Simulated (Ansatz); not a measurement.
System: Si.

Input

```
crystal:
  lattice:
    - [0.1643168383, 2.8505816382, 2.8505816382]
    - [2.8505816382, 0.1643168383, 2.8505816382]
    - [2.8505816382, 2.8505816382, 0.1643168383]
  atoms:
    - { symbol: Si, position: [0.0026806149, 0.0026806149, 0.0026806149] }
    - { symbol: Si, position: [0.2473193851, 0.2473193851, 0.2473193851] }
scf:
  occupations: { method: gaussian, width: 0.01 }
  n_extra_bands: 6
output:
  eigenvalues: true
  eigenstates:
    kpoints:
      - [0, 0, 0]
      - [0.38, 0, 0.38]
      - [0.4, 0, 0.4]
      - [0.42, 0, 0.42]
      - [0.44, 0, 0.44]
      - [0.46, 0, 0.46]
      - [0.5, 0.5, 0.5]
      - [0.5, 0, 0]
    e_range: [-3, 3]
  write_density: true
  write_potential: true
  elf: true
  volumetric_format: npy
hamiltonian:
  xc: r2scan
kpoints:
  mp_grid: { grid: [10, 10, 10] }
```

Command:

```sh
ansatz run input.yaml --threads 4 --pin off --max-ram 8192MiB --backend cpu --events-out ev --progress --plain --runs-dir out
```

Below, planes, directions and counts refer to the conventional cell (a = 3.80 Å, b = 3.80 Å, c = 10.16 Å, α = 90.00°, β = 90.00°, γ = 120.00°).

Space group R-3m; a generated structure, not necessarily the stable one.

These are results of DFT r2SCAN, scalar-relativistic, plane waves, PAW (Ansatz 0.2.0), not measurements.

### What can the converged valence pseudo-density and electron localisation function tell about the bonding?

Si–Si (2.49 Å): ρ at the midpoint is about 0.49 e/Å³; the ELF peaks at about 0.95 between the atoms; a shared electron pair.

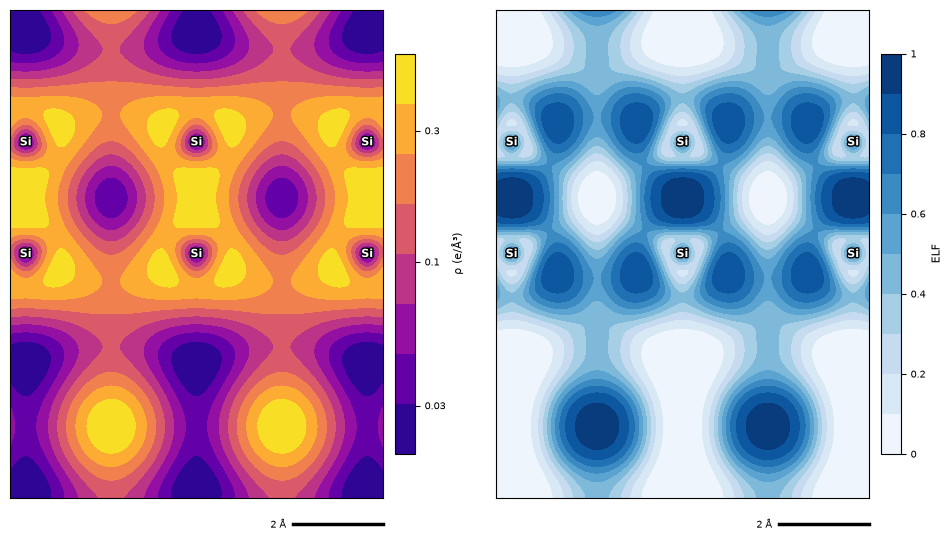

Computed valence pseudo-density and electron localisation function on the (100) plane of the conventional cell, in this order. 
